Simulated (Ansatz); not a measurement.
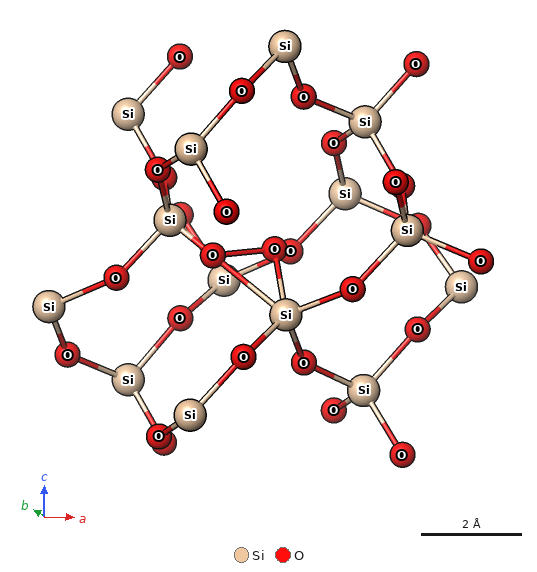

This is the input geometry for a relaxation of a defect cell of composition Si24O49 (cell charge −2). The picture is a ball-and-stick view of the atoms within 5.0 Å of the atom that moves most (axes of the cell of the calculation (origin shifted)), seen slightly off an axis.

Method: Ansatz 0.2.0, DFT, PBEsol, PAW, plane waves.

Settings: plane-wave cutoff 420 eV; k-point mesh 1 × 1 × 1; mesh shifted by (0.25, 0.25, 0.25); no spin polarisation; atoms relaxed in a fixed cell; force threshold 0.03 eV/Å; at most 80 steps.

```xyz
73
Lattice="9.9016 0.0000 0.0000 -4.9508 8.5751 0.0000 0.0000 0.0000 10.8859" Properties=species:S:1:pos:R:3 pbc="T T T"
Si    2.3388    0.0046    1.8323
Si    2.3532    0.0260    7.2577
Si   -0.1310    4.2814    1.8161
Si   -0.1393    4.3044    7.2287
Si    2.3280    8.5593    1.8304
Si    2.2929    8.5326    7.2218
Si    4.7852    4.2976    1.7957
Si    4.8134    4.3063    7.2763
Si   -1.1773    2.0555    3.5978
Si    8.7301    2.0200    9.0795
Si   -3.6233    6.3117    3.6716
Si    6.2563    6.2882    9.0777
Si    3.7964    1.9812    3.6440
Si    3.7625    2.0338    9.1099
Si    1.3165    6.3004    3.6050
Si    1.3311    6.3296    9.0967
Si    1.3427    2.2728   10.8705
Si    1.3063    2.2306    5.4348
Si   -1.1806    6.5646    0.0106
Si   -1.1664    6.5598    5.4358
Si    6.2531    2.2602    0.0225
Si    6.2594    2.2644    5.4243
Si    3.7656    6.5679    0.0052
Si    3.7779    6.5535    5.4327
O     1.3768    1.1344    1.1893
O     1.3552    1.1265    6.6330
O    -1.0970    5.4392    1.1288
O    -1.1470    5.4470    6.6141
O     6.3463    1.1094    1.1849
O     6.3238    1.1457    6.5805
O     3.8464    5.4491    1.1794
O     3.8556    5.4287    6.6362
O     3.2838    0.6233    2.9678
O     3.2586    0.5958    8.3980
O     0.7774    4.9411    3.0102
O     0.7826    4.8889    8.3575
O     8.2221    0.6257    3.0156
O     8.2048    0.6338    8.4110
O     5.7406    4.9321    2.9862
O     5.7226    4.9064    8.4025
O     2.2629    2.0077    4.7897
O     2.7702    2.5061   10.2425
O     0.2727    6.8028    4.8198
O     0.3108    6.7849   10.2400
O     7.7284    2.5219    4.8140
O     7.7351    2.5096   10.2470
O     5.2311    6.8477    4.7937
O     5.2534    6.7967   10.2504
O     0.3089    1.7806    4.2886
O     0.3288    1.7727    9.7307
O    -2.1922    6.0467    4.2774
O    -2.2010    6.0294    9.7262
O     5.2488    1.7806    4.2575
O     5.2383    1.7618    9.7563
O     2.7812    6.0276    4.2936
O     2.7750    6.0596    9.7224
O    -1.0829    3.1269    2.4624
O    -1.0993    3.1632    7.8744
O    -3.5792    7.4488    2.4750
O    -3.5842    7.4174    7.9244
O     3.8405    3.1959    2.4913
O     3.8522    3.1327    7.9271
O     1.3447    7.4630    2.4724
O     1.4203    7.4648    7.9069
O     0.7852    3.6627    0.6635
O     0.7919    3.6596    6.0687
O    -1.6839    7.9238    0.6571
O    -1.6826    7.9626    6.1133
O     5.7707    3.6706    0.6177
O     5.7555    3.6976    6.0997
O     3.2896    7.9611    0.6429
O     3.2860    7.9614    6.0978
O     3.2774    3.0094    4.8080
```

Predict the outcome.

The largest move is that of O73, 1.18 Å along [3 2 1]. Largest moves by element: O 1.18 Å, Si 0.66 Å. The cell stays as it was. Among the contacts that change: Si8–O73 3.183 → 1.727 Å, Si18–O73 2.210 → 3.387 Å, O41–O73 1.426 → 2.406 Å, Si18–O41 1.175 → 1.576 Å. New bonds form, among them: Si8–O73 (3.18 → 1.73 Å). Among the angles between lasting bonds that change: O33–Si13–O73 137.0° → 175.2°, O32–Si8–O40 111.4° → 86.2°, O40–Si8–O70 109.1° → 85.4°. After 11 geometry steps the energy has fallen by 19.516 eV per cell of the calculation. The largest force component goes from 45 to 0.0052 eV/Å. The run took 12 s on 1 × NVIDIA GB300 Max-Q with 8 threads of Arm Neoverse-V2, peak memory 1.9 GiB.

History of the run:

```csv
step,"E − E(0), meV/atom","largest force component, eV/Å"
0,0.00,45.2713
1,-128.17,12.0489
2,-180.23,5.2934
3,-217.79,4.3552
4,-241.00,2.7522
5,-252.72,1.1350
6,-259.63,1.6709
7,-262.86,1.9063
8,-267.04,0.2141
9,-267.30,0.0992
10,-267.33,0.0425
11,-267.34,0.0052
```

The end point in the same view:

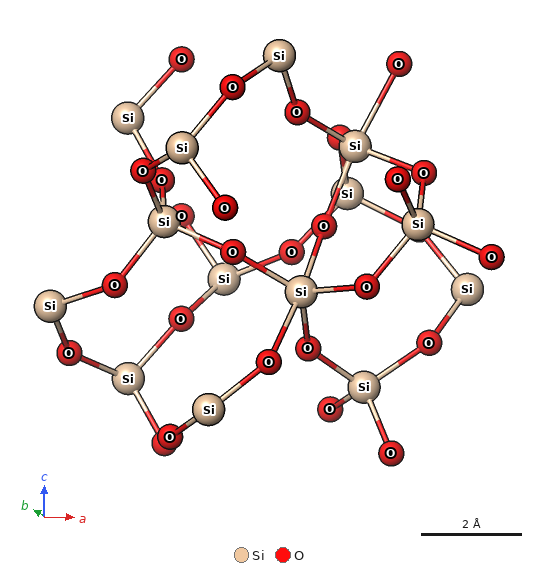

Limits of the set-up: the cell is charged, on a uniform background, and energies carry no finite-size correction.
